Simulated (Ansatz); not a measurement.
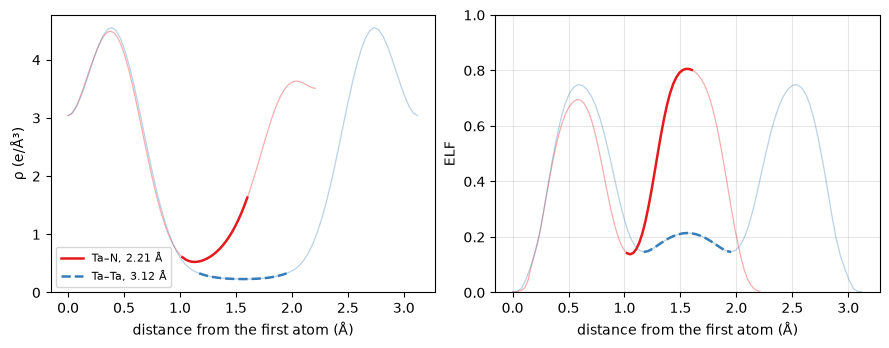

TaN. Valence electron density and ELF along straight lines between neighbouring atoms. Thin, pale parts lie inside the atomic spheres.

Space group Fm-3m.

Level of theory: DFT PBE, scalar-relativistic, plane waves, PAW (Ansatz 0.2.0).

In a PAW calculation such maps are meaningful between the atoms, not at the nuclei.

Input file:

```
crystal:
  lattice:
    - [0.0, 2.2086347751, 2.2086347751]
    - [2.2086347751, 0.0, 2.2086347751]
    - [2.2086347751, 2.2086347751, 0.0]
  atoms:
    - { symbol: Ta, position: [0.5, 0.5, 0.5] }
    - { symbol: "N", position: [0.0, 0.0, 0.0] }
basis:
  ecutwfc: 420
kpoints:
  mp_grid: { grid: [16, 16, 16] }
hamiltonian:
  xc: pbe
scf:
  occupations: { method: fermi_dirac, width: 0.15 }
output:
  forces: true
  stress: true
  eigenvalues: true
  write_density: true
  write_potential: true
  elf: true
  volumetric_format: npy
relax:
  adjacent_minimum: "off"
  f_tol: 0.001
  max_steps: 60
  cell: { stress_tol: 0.01 }
```

Run with:

```sh
ansatz run input.yaml --threads 1 --pin off --max-ram 3072MiB --backend cpu --events-out ev --progress --plain --runs-dir out
```

Below, planes, directions and counts refer to the conventional cell (a = 4.42 Å, b = 4.42 Å, c = 4.42 Å, α = 90.00°, β = 90.00°, γ = 90.00°).

The fields are those of the relaxed geometry.

Compare the contacts.

Answer. Ta–N (2.21 Å): the density is about 0.53 e/Å³ at the midpoint; the ELF peaks at about 0.80 in the valence shell of N, 0.6 Å from its nucleus, and is about 0.15 at the midpoint: no shared electron pair shows on this line.
Ta–Ta (3.12 Å): ρ at the midpoint is about 0.23 e/Å³; the ELF is about 0.20 at the midpoint (no shared electron pair shows on this line).
